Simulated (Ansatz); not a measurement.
## Energy of Pb along an even scaling of the cell

System: Pb (2 atoms in the cell).
Method: Kohn-Sham DFT of a periodic cell, LDA, all-electron LAPW, scalar-relativistic, no spin polarisation (Ansatz 0.2.0).

The 7 runs differ only in the geometry, by an even scaling of the cell at fixed fractional positions. The structure derives from a Materials Project entry.

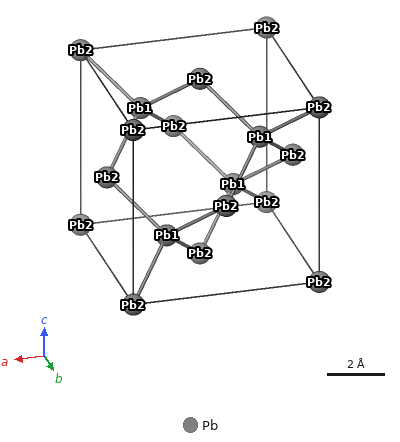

Figure 1. The structure of run 4 (ball-and-stick view of the cell 4 times as large as that of the calculation, set on its symmetry axes, seen at an oblique angle; atoms are numbered from 1 in the order of the input).

**Input of run 4**
```yaml
crystal:
  lattice:
    - [0.0, 3.4390000555, 3.4390000555]
    - [3.4390000555, 0.0, 3.4390000555]
    - [3.4390000555, 3.4390000555, 0.0]
  atoms:
    - { symbol: Pb, position: [0.25, 0.25, 0.25] }
    - { symbol: Pb, position: [0.0, 0.0, 0.0] }
kpoints:
  mp_grid: { grid: [7, 7, 7] }
scf:
  occupations: { method: fermi_dirac, width: 0.05 }
hamiltonian:
  xc: lda
  pseudopotentials: { kind: all_electron, lapw: { basis_error: 0.001 } }
output:
  forces: true
  stress: true
  eigenvalues: true
```

Command:
```bash
ansatz run input.yaml --threads 1 --pin off --max-ram 3072MiB --backend cpu --events-out ev --progress --plain --runs-dir out
```

Run 5 differs from it as follows:
```diff
-    - [0.0, 3.4390000555, 3.4390000555]
-    - [3.4390000555, 0.0, 3.4390000555]
-    - [3.4390000555, 3.4390000555, 0.0]
+    - [0.0, 3.461775554, 3.461775554]
+    - [3.461775554, 0.0, 3.461775554]
+    - [3.461775554, 3.461775554, 0.0]
```

**Results, with one run withheld**

| run | volume per atom (Å³) | free energy per atom, from the lowest run given (meV) | pressure (GPa) |
| --- | --- | --- | --- |
| 1 | 38.232 | 7.01 | 1.50 |
| 2 | 39.045 | 1.55 | 0.68 |
| 3 | 39.859 | 0.00 | −0.05 |
| 4 | 40.672 | 1.94 | −0.70 |
| 5 | 41.486 | ? | ? |
| 6 | 42.299 | 14.77 | −1.78 |
| 7 | 43.112 | 25.00 | −2.23 |

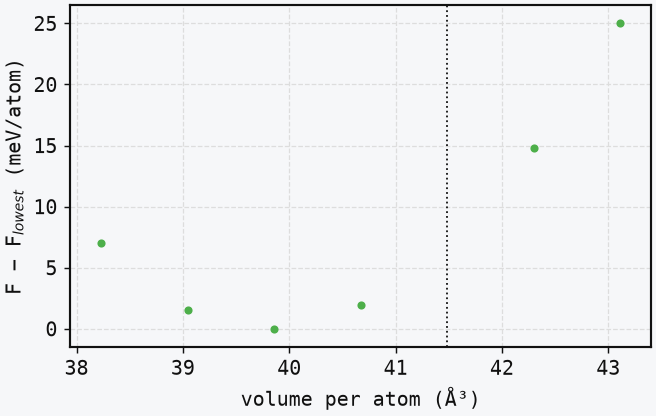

Figure 2. Free energy per atom of the runs given; the dotted line marks run 5.

Fit the runs given and predict run 5.

A cubic polynomial in V^(−2/3) (the Birch–Murnaghan form), fitted to the 6 runs given, misses them by under 0.01 meV per atom. With x = V^(−2/3) − 0.08483 Å⁻², it reads F = 1.1692 − 2449.8 x + 1.2684e+06 x² + 5.7191e+06 x³ (meV per atom). At run 5 it gives 6.98 meV per atom, and the run itself gives 6.98. The slope of the fit gives a pressure −dF/dV of −1.27 GPa there, and the run prints −1.27 GPa. The fit has its minimum at 39.797 Å³ per atom, where V d²F/dV² gives 33.8 GPa: the bulk modulus at this level, since symmetry fixes the shape and the positions.

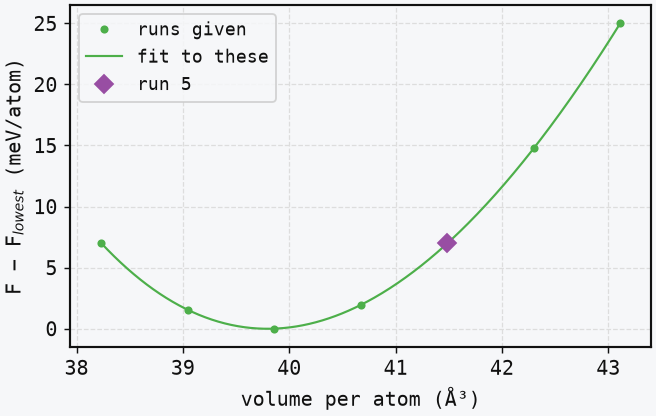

Figure 3. The fit and the withheld run.

**Output, shortened to warnings, some set-up lines, iterations and results (run 5)**
```
Basis set: ecut = 227.73609404340908 eV, 645 PW (Γ), exchange–correlation at level 2
Symmetry: 48 space group operations
k-points: 20 of 343
Initial density: superposition of atomic densities (chi_scale 0.1, normalization cell)
[...]
SCF iter   1: F=—  HF=-1135524.945161 eV  |F-HF|=—  |Δ(HF+E_count)|=         —  Δρ=1.08e-2  dr2=1.38e-1  ethr=1.92e-4  ⟨swp⟩=2.8  Hψ=5386  notcnv=0
SCF iter   2: F=—  HF=-1135524.916236 eV  |F-HF|=—  |Δ(HF+E_count)|=   2.89e-2  Δρ=7.83e-3  dr2=9.52e-2  ethr=1.92e-4  ⟨swp⟩=2.0  Hψ=2479  notcnv=0
SCF iter   3: F=—  HF=-1135524.893738 eV  |F-HF|=—  |Δ(HF+E_count)|=   2.25e-2  Δρ=1.27e-3  dr2=1.23e-3  ethr=1.71e-6  ⟨swp⟩=2.0  Hψ=4442  notcnv=0
SCF iter   4: F=—  HF=-1135524.888693 eV  |F-HF|=—  |Δ(HF+E_count)|=   5.05e-3  Δρ=2.82e-4  dr2=7.36e-5  ethr=1.71e-6  ⟨swp⟩=2.0  Hψ=2479  notcnv=0
SCF iter   5: F=—  HF=-1135524.888740 eV  |F-HF|=—  |Δ(HF+E_count)|=   4.73e-5  Δρ=6.89e-5  dr2=4.28e-6  ethr=1.02e-7  ⟨swp⟩=2.9  Hψ=2509  notcnv=0
SCF iter   6: F=-1135524.888727 eV  HF=-1135524.888727 eV  |F-HF|=1.12e-8  |Δ(HF+E_count)|=   1.31e-5  Δρ=6.66e-6  dr2=3.72e-8  ethr=5.94e-9  ⟨swp⟩=2.9  Hψ=2512  notcnv=0
SCF 1 converged in 6 iterations: F = -1135524.888727 eV  dr2 = 3.72e-8
SCF converged after 6 iterations
Free energy (F): -1135524.888727 eV
Harris-Foulkes:  -1135524.888727 eV  (|F-HF|=1.12e-8)
Internal energy: -1135524.882600 eV  (E = F + TS)
E sigma→0 (E₀):  -1135524.885663 eV
Entropy (-TS):   -0.006127 eV (-3.063 meV/atom)
Fermi energy:    9.917724 eV
--- Per-component energies (eV) ---
  E_band       = -4800.952309
  E_kinetic    = 1308861.364923
  E_xc         = -20547.558198
  E_electrostatic = -2423838.689324  (all electrons and nuclei)
  E_smearing   = -0.006127  (= −TS)
  E_closure    = 0.000000  (closes the sum)
  E_atoms      = -1135517.016849  (free atoms, spherical and without spin; not in F)
  Σ components = -1135524.888727   (vs F -1135524.888727, Δ=0.00e0)
  Basis errors (estimates in eV, not in F): energy 4.2e-4 per atom: plane waves 3.9e-4 (2.3e-4 summed), levels above the bands 3.7e-75, relativity 1.8e-8, radial functions 2.7e-5, core shells 1.7e-7; eigenvalues (radial functions only) 3.5e-7; not estimated: angular momenta, meshes, grids; target …
--- Forces (eV/Å), atoms counted from 1 ---
  atom   1  Pb     0.00000000    -0.00000000     0.00000000
  atom   2  Pb     0.00000000     0.00000000     0.00000000
  max |Σ_I F_I| component: 5.78e-19 eV/Å
--- Stress (GPa, compression-positive) ---
       -1.272068       0.000000       0.000000
        0.000000      -1.272068      -0.000000
        0.000000      -0.000000      -1.272068
  P = ⅓ Tr σ = -1.2721 GPa (-12.721 kbar)
```

Notes: Spin–orbit coupling is left out, which matters for Pb.
